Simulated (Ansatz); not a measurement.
## Electron scattering at the Σ5 (310) boundary in bcc Mo with N (interstitial)

Wanted: what the Σ5 (310) boundary in bcc Mo with N (interstitial) costs an interconnect.

Calculated with Ansatz 0.2.0; Ansatz plane-wave DFT, PBE, PAW files; relaxation of a bicrystal slab with its lowest layers held; PAW set soft_1, in the first sound run; inputs show where later runs differ.

## 1. Set-up

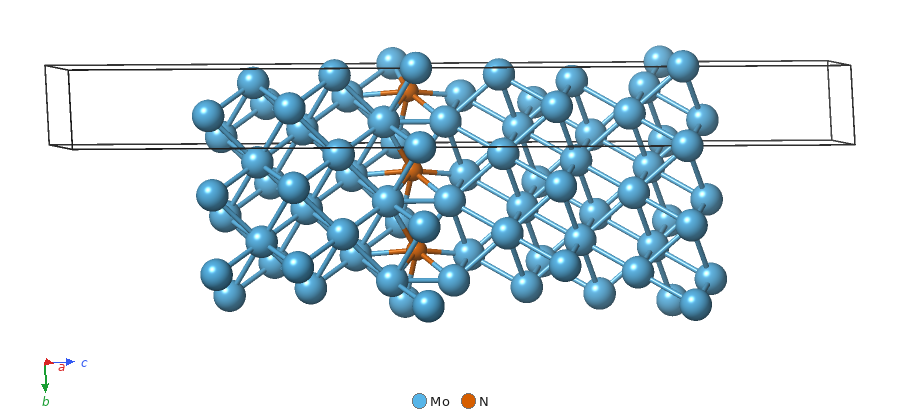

The starting structure, seen from the side, with the c axis across the page (molybdenum blue, nitrogen orange). 1×3×1 cells are drawn. Some periodic images of atoms are drawn too.

The cell holds 21 atoms: 20 Mo and 1 N. Its edges and angles: a = 5.219 Å, b = 3.147 Å, c = 30.308 Å, α = 90.0°, β = 90.0°, γ = 72.5°. It derives from Mo. built on the (3 1 0) plane; 1 overlapping atoms removed and the grains opened by 0.4 Å. Vacuum lies along c.

## 2. Relaxing the bicrystal

The boundary is built by mirroring the lower grain in the boundary plane and removing any atoms that overlap; then the N is put in at the boundary. A thin bicrystal slab is relaxed first, with the lowest layers held and the upper grain free to shift and open.

Input file input.yaml:

```yaml
crystal:
  lattice:
    - [5.2187091076, 0.0, 0.0]
    - [0.9488562014, 3.0005467684, 0.0]
    - [0.0, 0.0, 30.3082068143]
  atoms:
    - { symbol: Mo, position: [0.7999999999, 0.6000000001, 0.1649718187] }
    - { symbol: Mo, position: [0.1999999999, 0.9, 0.1978067794] }
    - { symbol: Mo, position: [0.5999999999, 0.2, 0.2306417401] }
    - { symbol: Mo, position: [1.0, 0.5, 0.2634767008] }
    - { symbol: Mo, position: [0.4, 0.8, 0.2963116615] }
    - { symbol: Mo, position: [0.8, 0.1, 0.3291466222] }
    - { symbol: Mo, position: [0.2, 0.4, 0.3619815829] }
    - { symbol: Mo, position: [0.6, 0.7, 0.3948165436] }
    - { symbol: Mo, position: [0.0, 0.0, 0.4276515043] }
    - { symbol: "N", position: [0.3333333333, 0.3333333333, 0.4359000953] }
    - { symbol: Mo, position: [0.6, 0.7, 0.4736842105] }
    - { symbol: Mo, position: [0.2, 0.4, 0.5065191712] }
    - { symbol: Mo, position: [0.8, 0.1, 0.5393541319] }
    - { symbol: Mo, position: [0.4, 0.8, 0.5721890926] }
    - { symbol: Mo, position: [1.0, 0.5, 0.6050240533] }
    - { symbol: Mo, position: [0.5999999999, 0.2, 0.637859014] }
    - { symbol: Mo, position: [0.1999999999, 0.9, 0.6706939747] }
    - { symbol: Mo, position: [0.7999999999, 0.6000000001, 0.7035289354] }
    - { symbol: Mo, position: [0.3999999999, 0.3000000001, 0.7363638961] }
    - { symbol: Mo, position: [0.9999999999, 1.0e-10, 0.7691988568] }
    - { symbol: Mo, position: [0.5999999999, 0.7000000001, 0.8020338175] }
kpoints:
  mp_grid: { grid: [8, 8, 1] }
hamiltonian:
  xc: pbe
  pseudopotentials: { kind: paw, azcp: { folder: soft_1 } }
scf:
  occupations: { method: fermi_dirac, width: 0.1 }
relax:
  f_tol: 0.03
  max_steps: 80
  constraints: [{ sites: [0, 1, 2, 3] }]
```

Run with:

```sh
$ ansatz run input.yaml --threads 4 --pin off --max-ram 15360MiB --backend cpu --events-out ev --progress --plain --runs-dir out
```

Numbers of over 12 decimals in the logs are rounded to 6 here.

Log:

```text
Engine: ansatz 0.2.0, aarch64-unknown-linux-gnu
Pseudopotentials: kind: paw
Pseudopotential: Mo, paw, valence charge 14, recommended cutoff 420 eV (normal), soft_1/Mo.paw.azcp
Pseudopotential: N, paw, valence charge 5, recommended cutoff 420 eV (normal), soft_1/N.paw.azcp
Functional definition: PBE
  parameter kappa = 0.804
  parameter beta = 0.066725
  exchange = pbe_x(kappa = kappa, mu = beta*pi^2/3)
  correlation = pbe_c(beta = beta)
Crystal: 21 atoms, lattice volume = 474.596 Å³
Basis set: ecut = 420 eV, 9333 PW (Γ), exchange–correlation on 72×48×432 points (8 copies of the dense FFT grid, shifted against one another)
Bands: 171, of which v1, the nominal top of the filled ones, is band 143 counted from 1 (142 counted from 0)
Symmetry: 2 space group operations
Space group: Cm (ITA 8), of the structure as read, at distance tolerance 7.8e-5 Å
k-points: 21 of 64 (time reversal used)
Non-local potential: Mo, projectors of the file, l = 0: 3, l = 1: 2, l = 2: 2, l = 3: 1
Non-local potential: N, projectors of the file, l = 0: 2, l = 1: 2, l = 2: 1
PAW form: soft (Blöchl's): semilocal exchange-correlation on the pseudo side does not see the compensation charge
PAW one-centre angular grid: Mo, 590 points (default); XC on 64 Gauss nodes
PAW one-centre angular grid: N, 110 points (default); XC on 64 Gauss nodes
Initial density: superposition of atomic densities (neutral atoms: chi_scale 0, normalization atom)
Initial wavefunctions: pseudopotential atomic-orbital guess
Functional: x = pbe(κ = 0.804, μ = 0.219515), c = pbe(β = 0.066725)
SCF iter   1: F=—  HF=-99515.036518 eV  |F-HF|=—  |Δ(HF+E_count)|=         —  Δρ=9.54e-2  dr2=2.23e2  ethr=3.10e-3  ⟨swp⟩=8.0  Hψ=15769  notcnv=0
preconditioner: auto → LDOS  [metal: Δε(μ)=0.009 eV  Ē_g=4.883 eV  σ=0.100 eV  W_gap=0.02  n_scr=118 (ndim 8)  ℏωp=19.1 eV  f_vac=0.276  D(μ)=15.37/eV (n_scr^D=104)  β→1.0]
SCF iter   2: F=—  HF=-99507.118223 eV  |F-HF|=—  |Δ(HF+E_count)|=    7.92e0  Δρ=7.63e-2  dr2=2.80e2  ethr=3.10e-3  ⟨swp⟩=4.4  Hψ=9894  notcnv=0
SCF iter   3: F=—  HF=-99497.692306 eV  |F-HF|=—  |Δ(HF+E_count)|=    9.43e0  Δρ=1.38e-2  dr2=4.35e0  ethr=3.10e-3  ⟨swp⟩=4.3  Hψ=8697  notcnv=0  defer=1
SCF iter   4: F=—  HF=-99497.467663 eV  |F-HF|=—  |Δ(HF+E_count)|=   2.25e-1  Δρ=4.57e-3  dr2=1.45e-1  ethr=1.53e-3  ⟨swp⟩=2.5  Hψ=5247  notcnv=0
SCF iter   5: F=—  HF=-99497.433389 eV  |F-HF|=—  |Δ(HF+E_count)|=   3.43e-2  Δρ=1.56e-3  dr2=7.68e-2  ethr=5.07e-5  ⟨swp⟩=3.0  Hψ=7394  notcnv=0
SCF iter   6: F=—  HF=-99497.431137 eV  |F-HF|=—  |Δ(HF+E_count)|=   2.25e-3  Δρ=6.48e-4  dr2=1.62e-2  ethr=2.69e-5  ⟨swp⟩=2.5  Hψ=4761  notcnv=0
SCF iter   7: F=—  HF=-99497.432276 eV  |F-HF|=—  |Δ(HF+E_count)|=   1.14e-3  Δρ=1.68e-4  dr2=4.36e-4  ethr=5.69e-6  ⟨swp⟩=1.4  Hψ=3722  notcnv=0
SCF iter   8: F=—  HF=-99497.432326 eV  |F-HF|=—  |Δ(HF+E_count)|=   4.99e-5  Δρ=8.21e-5  dr2=2.95e-4  ethr=1.53e-7  ⟨swp⟩=3.3  Hψ=7040  notcnv=0
SCF iter   9: F=-99497.432324 eV  HF=-99497.432329 eV  |F-HF|=4.76e-6  |Δ(HF+E_count)|=   2.95e-6  Δρ=2.83e-5  dr2=1.06e-5  ethr=7.89e-9  ⟨swp⟩=4.1  Hψ=13971  notcnv=0
SCF 1 converged in 9 iterations: F = -99497.432324 eV  dr2 = 1.06e-5
  greatest PAW one-centre occupation: 0.999 electrons in one spin orbital (limit 2), on the Mo atom at site 13 (counted from 0), in its partial waves of l = 0
relax step   1: F+E_penalty+E_count = -99497.43232401 eV  Δ(F+E_penalty+E_count) = +0.000e0 eV  max|allowed force component| = 1.872e0 eV/Å  Δτ_max = 0.0000 Å  (9 SCF iters, dr2 threshold 2.25e-5 eV, accepted)
Initial density: handed on by an earlier stage of this run
Initial wavefunctions: those handed on with the density
iter 1 solved again at ethr=8.55e-4 eV; its pass at ethr=3.10e-3 eV (dr2=2.44e0 eV) is discarded
SCF iter   1: F=—  HF=-99498.089482 eV  |F-HF|=—  |Δ(HF+E_count)|=         —  Δρ=1.23e-2  dr2=2.71e0  ethr=8.55e-4  ⟨swp⟩=1.6  Hψ=11807  notcnv=0
eigensolver tolerance schedule calibrated: the retry pair's looser diagonalisation under-reported the residual by θ = 0.10 (0.18/decade); ethr = c·dr2/N_el runs at the constant in force after the calibration composes with the one it found (an armed cap, an earlier calibration), c = 3.0e-2
preconditioner: auto → LDOS  [metal: Δε(μ)=0.004 eV  Ē_g=4.286 eV  σ=0.100 eV  W_gap=0.01  n_scr=118 (ndim 8)  ℏωp=19.1 eV  f_vac=0.283  D(μ)=16.94/eV (n_scr^D=124)  β→1.0]
SCF iter   2: F=—  HF=-99498.015690 eV  |F-HF|=—  |Δ(HF+E_count)|=   7.38e-2  Δρ=5.02e-3  dr2=2.69e-1  ethr=2.88e-4  ⟨swp⟩=4.5  Hψ=7386  notcnv=0
SCF iter   3: F=—  HF=-99497.984562 eV  |F-HF|=—  |Δ(HF+E_count)|=   3.11e-2  Δρ=2.02e-3  dr2=4.92e-2  ethr=2.85e-5  ⟨swp⟩=3.2  Hψ=7989  notcnv=0  defer=1
SCF iter   4: F=—  HF=-99497.976284 eV  |F-HF|=—  |Δ(HF+E_count)|=   8.28e-3  Δρ=4.03e-4  dr2=1.79e-3  ethr=5.21e-6  ⟨swp⟩=3.0  Hψ=7256  notcnv=0
SCF iter   5: F=—  HF=-99497.976203 eV  |F-HF|=—  |Δ(HF+E_count)|=   8.09e-5  Δρ=1.09e-4  dr2=1.41e-4  ethr=1.89e-7  ⟨swp⟩=3.0  Hψ=7239  notcnv=0
SCF iter   6: F=-99497.976248 eV  HF=-99497.976249 eV  |F-HF|=8.68e-7  |Δ(HF+E_count)|=   4.65e-5  Δρ=4.67e-5  dr2=1.85e-5  ethr=1.06e-8  ⟨swp⟩=2.8  Hψ=14337  notcnv=0
SCF 2 converged in 6 iterations: F = -99497.976248 eV  dr2 = 1.85e-5
  greatest PAW one-centre occupation: 0.999 electrons in one spin orbital (limit 2), on the Mo atom at site 12 (counted from 0), in its partial waves of l = 0
relax step   2: F+E_penalty+E_count = -99497.97624838 eV  Δ(F+E_penalty+E_count) = -5.439e-1 eV  max|allowed force component| = 6.647e-1 eV/Å  Δτ_max = 0.1949 Å  (6 SCF iters, dr2 threshold 1.00e-4 eV, accepted)
iter 1 solved again at ethr=5.41e-4 eV; its pass at ethr=3.10e-3 eV (dr2=1.54e0 eV) is discarded
SCF iter   1: F=—  HF=-99498.141665 eV  |F-HF|=—  |Δ(HF+E_count)|=         —  Δρ=9.80e-3  dr2=1.52e0  ethr=5.41e-4  ⟨swp⟩=1.6  Hψ=11248  notcnv=0
preconditioner: auto → LDOS  [metal: Δε(μ)=0.018 eV  Ē_g=4.278 eV  σ=0.100 eV  W_gap=0.04  n_scr=118 (ndim 8)  ℏωp=19.1 eV  f_vac=0.281  D(μ)=16.89/eV (n_scr^D=124)  β→1.0]
SCF iter   2: F=—  HF=-99498.099656 eV  |F-HF|=—  |Δ(HF+E_count)|=   4.20e-2  Δρ=3.94e-3  dr2=1.67e-1  ethr=5.35e-4  ⟨swp⟩=3.8  Hψ=6457  notcnv=0  defer=1
SCF iter   3: F=—  HF=-99498.078948 eV  |F-HF|=—  |Δ(HF+E_count)|=   2.07e-2  Δρ=2.03e-3  dr2=3.98e-2  ethr=5.87e-5  ⟨swp⟩=2.8  Hψ=6904  notcnv=0
SCF iter   4: F=—  HF=-99498.072018 eV  |F-HF|=—  |Δ(HF+E_count)|=   6.93e-3  Δρ=4.94e-4  dr2=1.33e-3  ethr=1.40e-5  ⟨swp⟩=3.0  Hψ=6801  notcnv=0
SCF iter   5: F=—  HF=-99498.072329 eV  |F-HF|=—  |Δ(HF+E_count)|=   3.11e-4  Δρ=9.62e-5  dr2=4.39e-5  ethr=4.67e-7  ⟨swp⟩=2.4  Hψ=6486  notcnv=0
SCF iter   6: F=-99498.072315 eV  HF=-99498.072320 eV  |F-HF|=5.50e-6  |Δ(HF+E_count)|=   8.83e-6  Δρ=3.09e-5  dr2=8.99e-6  ethr=9.69e-9  ⟨swp⟩=5.0  Hψ=12788  notcnv=0
SCF 3 converged in 6 iterations: F = -99498.072315 eV  dr2 = 8.99e-6
relax step   3: F+E_penalty+E_count = -99498.07231476 eV  Δ(F+E_penalty+E_count) = -9.607e-2 eV  max|allowed force component| = 2.977e-1 eV/Å  Δτ_max = 0.1085 Å  (6 SCF iters, dr2 threshold 2.76e-5 eV, accepted)
[...]
relax step   4: F+E_penalty+E_count = -99498.09596936 eV  Δ(F+E_penalty+E_count) = -2.365e-2 eV  max|allowed force component| = 1.380e-1 eV/Å  Δτ_max = 0.0729 Å  (6 SCF iters, dr2 threshold 1.12e-5 eV, accepted)
[...]
relax step   5: F+E_penalty+E_count = -99498.09979214 eV  Δ(F+E_penalty+E_count) = -3.823e-3 eV  max|allowed force component| = 7.508e-2 eV/Å  Δτ_max = 0.0373 Å  (5 SCF iters, dr2 threshold 3.82e-6 eV, accepted)
[...]
relax step   6: F+E_penalty+E_count = -99498.10277879 eV  Δ(F+E_penalty+E_count) = -2.987e-3 eV  max|allowed force component| = 4.153e-2 eV/Å  Δτ_max = 0.0197 Å  (6 SCF iters, dr2 threshold 1.21e-6 eV, accepted)
SCF iter   1: F=—  HF=-99498.102756 eV  |F-HF|=—  |Δ(HF+E_count)|=         —  Δρ=6.94e-4  dr2=3.87e-3  ethr=5.34e-5  ⟨swp⟩=2.1  Hψ=4985  notcnv=0
preconditioner: auto → LDOS  [metal: Δε(μ)=0.034 eV  Ē_g=4.273 eV  σ=0.100 eV  W_gap=0.09  n_scr=118 (ndim 8)  ℏωp=19.1 eV  f_vac=0.279  D(μ)=16.84/eV (n_scr^D=124)  β→1.0]
SCF iter   2: F=—  HF=-99498.102641 eV  |F-HF|=—  |Δ(HF+E_count)|=   1.15e-4  Δρ=2.63e-4  dr2=5.60e-4  ethr=1.36e-6  ⟨swp⟩=2.0  Hψ=5473  notcnv=0
SCF iter   3: F=—  HF=-99498.102544 eV  |F-HF|=—  |Δ(HF+E_count)|=   9.66e-5  Δρ=1.11e-4  dr2=1.29e-4  ethr=1.96e-7  ⟨swp⟩=3.0  Hψ=6802  notcnv=0
SCF iter   4: F=—  HF=-99498.102518 eV  |F-HF|=—  |Δ(HF+E_count)|=   2.60e-5  Δρ=2.48e-5  dr2=3.83e-6  ethr=4.52e-8  ⟨swp⟩=3.0  Hψ=6188  notcnv=0
SCF iter   5: F=—  HF=-99498.103324 eV  |F-HF|=—  |Δ(HF+E_count)|=   8.06e-4  Δρ=5.75e-6  dr2=1.51e-7  ethr=1.34e-9  ⟨swp⟩=2.6  Hψ=6885  notcnv=0
SCF iter   6: F=-99498.103324 eV  HF=-99498.103324 eV  |F-HF|=2.49e-8  |Δ(HF+E_count)|=   7.75e-8  Δρ=2.25e-6  dr2=5.06e-8  ethr=3.51e-11  ⟨swp⟩=5.2  Hψ=13463  notcnv=0
SCF 7 converged in 6 iterations: F = -99498.103324 eV  dr2 = 5.06e-8
relax step   7: F+E_penalty+E_count = -99498.10332398 eV  Δ(F+E_penalty+E_count) = -5.452e-4 eV  max|allowed force component| = 1.889e-2 eV/Å  Δτ_max = 0.0089 Å  (6 SCF iters, accepted)
SCF converged after 6 iterations
Free energy (F): -99498.103324 eV
Harris-Foulkes:  -99498.103324 eV  (|F-HF|=2.49e-8)
Internal energy: -99497.545308 eV  (E = F + TS)
E sigma→0 (E₀):  -99497.824316 eV
Entropy (-TS):   -0.558016 eV (-26.572 meV/atom)
Fermi energy:    12.840018 eV
--- Per-component energies (eV) ---
  E_band       = -3380.866205
  E_kinetic    = 8555.775347
  E_local      = -266748.669667  (includes V_loc(G=0)·N_el)
  E_nonlocal   = 3006.675554
  E_hartree    = 129739.060597
  E_xc         = -3574.257365
  E_vxc        = -4456.366372  (∫ρ·V_xc dr)
  E_paw        = -64365.195455  (= ΣΔE_a)
  E_vpaw       = -3216.433486  (= ΣTr[D̂ρ^β])
  E_aug_tail   = 0.001833  (compensation charges beyond the density's cutoff)
  E_ewald      = 93889.063849
  E_smearing   = -0.558016  (= −TS)
  E_closure    = 0.000000  (closes the sum)
  Σ components = -99498.103324   (vs F -99498.103324, Δ=0.00e0)
--- Forces (eV/Å), atoms counted from 1 ---
  atom   1  Mo     0.32347805    -0.10229274     1.80581517
  atom   2  Mo    -0.50278948     0.15899600    -0.37015569
  atom   3  Mo     0.12794761    -0.04046059    -1.00000109
  atom   4  Mo     0.05128157    -0.01621666    -0.43594197
  atom   5  Mo     0.00147812    -0.00046742     0.00074747
  atom   6  Mo     0.00546306    -0.00172757    -0.00259501
  atom   7  Mo     0.00653473    -0.00206646     0.00647247
  atom   8  Mo    -0.01185799     0.00374983     0.00406313
  atom   9  Mo    -0.00192631     0.00060915    -0.00372330
  atom  10  N     -0.00236043     0.00074643    -0.00794602
  atom  11  Mo     0.01388914    -0.00439213    -0.00600479
  atom  12  Mo    -0.00639490     0.00202225     0.01888615
  atom  13  Mo    -0.00905093     0.00286216     0.00135641
  atom  14  Mo    -0.00051298     0.00016222    -0.00699319
  atom  15  Mo     0.00218694    -0.00069157    -0.00379837
  atom  16  Mo    -0.00114732     0.00036281    -0.00307410
  atom  17  Mo     0.00488649    -0.00154524     0.00814487
  atom  18  Mo    -0.00299425     0.00094687    -0.00514599
  atom  19  Mo     0.00987442    -0.00312257    -0.00626984
  atom  20  Mo    -0.00419085     0.00132526     0.00166454
  atom  21  Mo    -0.00378416     0.00119666     0.00453140
  max |Σ_I F_I| component: 3.23e-5 eV/Å
--- Relaxed structure (7 steps of the walk, 7 accepted, 0 SCFs on fresh bases) ---
  F+E_penalty+E_count = -99498.10332398 eV   max|allowed force component| = 1.889e-2 eV/Å
  atoms:
    - { symbol: Mo, position: [0.7999999999, 0.600000, 0.1649718187] }
    - { symbol: Mo, position: [0.1999999999, 0.900000, 0.1978067794] }
    - { symbol: Mo, position: [0.5999999999, 0.200000, 0.2306417401] }
    - { symbol: Mo, position: [1.0, 0.5, 0.2634767008] }
    - { symbol: Mo, position: [0.399238, 0.800381, 0.296175] }
    - { symbol: Mo, position: [0.800297, 0.099851, 0.330050] }
    - { symbol: Mo, position: [0.189425, 0.405287, 0.362594] }
    - { symbol: Mo, position: [0.596419, 0.701790, 0.393612] }
    - { symbol: Mo, position: [0.030813, -0.015406, 0.436067] }
    - { symbol: N, position: [0.339568, 0.330216, 0.435840] }
    - { symbol: Mo, position: [0.590166, 0.704917, 0.477542] }
    - { symbol: Mo, position: [0.184633, 0.407683, 0.508925] }
    - { symbol: Mo, position: [0.794888, 0.102556, 0.541589] }
    - { symbol: Mo, position: [0.392060, 0.803970, 0.575354] }
    - { symbol: Mo, position: [0.994396, 0.502802, 0.608193] }
    - { symbol: Mo, position: [0.595944, 0.202028, 0.640976] }
    - { symbol: Mo, position: [0.198065, 0.900967, 0.674381] }
    - { symbol: Mo, position: [0.797448, 0.601276, 0.706857] }
    - { symbol: Mo, position: [0.393876, 0.303062, 0.741317] }
    - { symbol: Mo, position: [0.985275, 0.00736275, 0.773522] }
    - { symbol: Mo, position: [0.610330, 0.694835, 0.799624] }
```

Wall time 6.1 min (4 threads of Arm Neoverse V1, shared host); peak memory 2.4 GiB.

This run has no spin polarisation although its electron count is odd.

Relaxation path:

| step | energy less that of the first step (eV) | largest force component (eV/Å) |
| --- | --- | --- |
| 1 | 0.0000 | 1.8725 |
| 2 | -0.5439 | 0.6647 |
| 3 | -0.6400 | 0.2977 |
| 4 | -0.6636 | 0.1380 |
| 5 | -0.6675 | 0.0751 |
| 6 | -0.6705 | 0.0415 |
| 7 | -0.6710 | 0.0189 |

The run keeps the 2 symmetry operations that it works with, so distortions that break them were not tested.

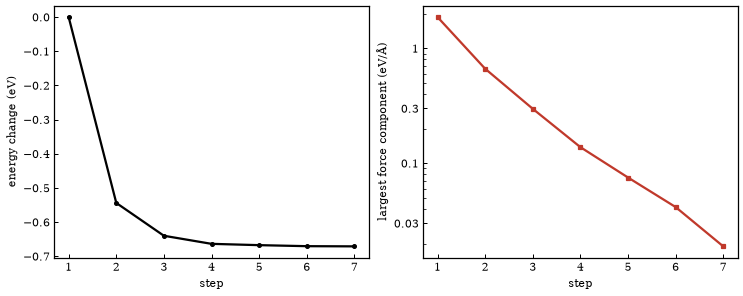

Energy and largest force along the relaxation.

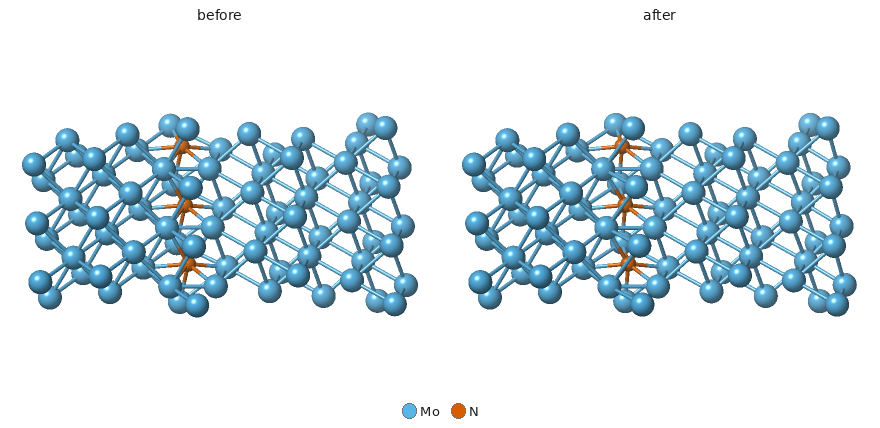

The structure before and after the relaxation, drawn at the same scale.

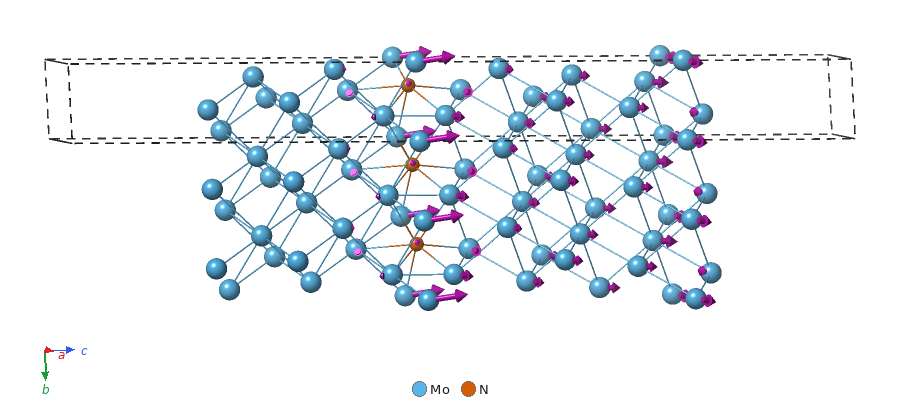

Displacements in the relaxation, exaggerated; the longest in the cell stands for 0.30 Å. 1×3×1 cells are drawn. Some periodic images of atoms are drawn too.

The atoms that moved most (Å):

| atom | dx | dy | dz | length |
| --- | --- | --- | --- | --- |
| Mo9 | 0.146 | -0.046 | 0.255 | 0.298 |
| Mo19 | -0.029 | 0.009 | 0.150 | 0.153 |
| Mo20 | -0.070 | 0.022 | 0.131 | 0.150 |
| Mo11 | -0.047 | 0.015 | 0.117 | 0.127 |
| Mo17 | -0.009 | 0.003 | 0.112 | 0.112 |
| Mo12 | -0.073 | 0.023 | 0.073 | 0.106 |
| Mo14 | -0.038 | 0.012 | 0.096 | 0.104 |
| Mo18 | -0.012 | 0.004 | 0.101 | 0.102 |

Numbers from this step:

* free energy: -99498.1033 eV
* energy at zero smearing: -99497.8243 eV
* Fermi energy: 12.84 eV

The largest force component on a free atom ends at 0.019 eV/Å, under the tolerance of 0.03, after 7 steps.

[end of part 1 of 2]

[Logs are printed without paths, hosts, clocks, repeated set-up lines and the standing remarks that a program may print on its own settings, such as how far it seeks lower states.]

[Hosts, paths, dates, database ids (printed as entryN), source tags and the programs' standing remarks are cut or masked in the printed files.]
